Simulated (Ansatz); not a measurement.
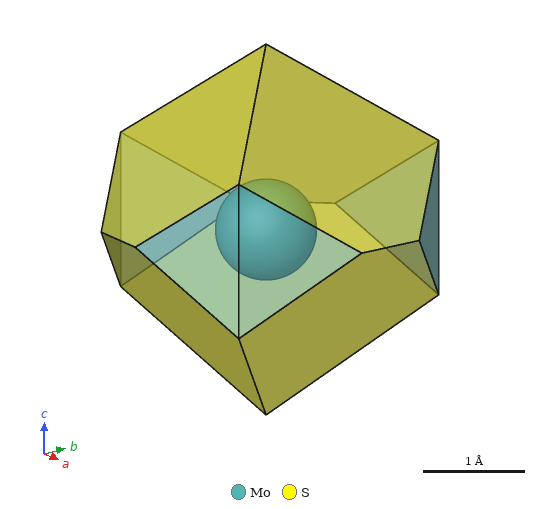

The polyhedron is the computed Voronoi (Dirichlet) cell of the central atom: each face lies in the plane that bisects the line to a neighbour. Central atom: Mo (3a) in MoS2; faces take the colour of the neighbour behind them. Origin: the end point of a relaxation with DFT r2SCAN, scalar-relativistic, plane waves, PAW in Ansatz.

MoS2, space group R3m:H (No. 160), a = 3.185 Å, b = 3.185 Å, c = 19.491 Å, α = 90.00°, β = 90.00°, γ = 120.00°

```
site  Wyckoff       x       y       z
  Mo       3a  0.6667  0.3333  0.3332
  S1       3a  0.6667  0.3333  0.0795
  S2       3a  0.3333  0.6667  0.2536
```

What is the volume of this Voronoi cell?

13.7 Å³, against a mean of 19.0 Å³ per atom in this structure.

Which neighbours share a face with the central atom?

6 S (84 % of the solid angle) and 6 Mo (16 % of the solid angle).

Give the Voronoi index ⟨n3,n4,n5,n6,…⟩ (numbers of faces with 3, 4, 5, 6 … edges).

12 faces, index ⟨6,0,6,0⟩.
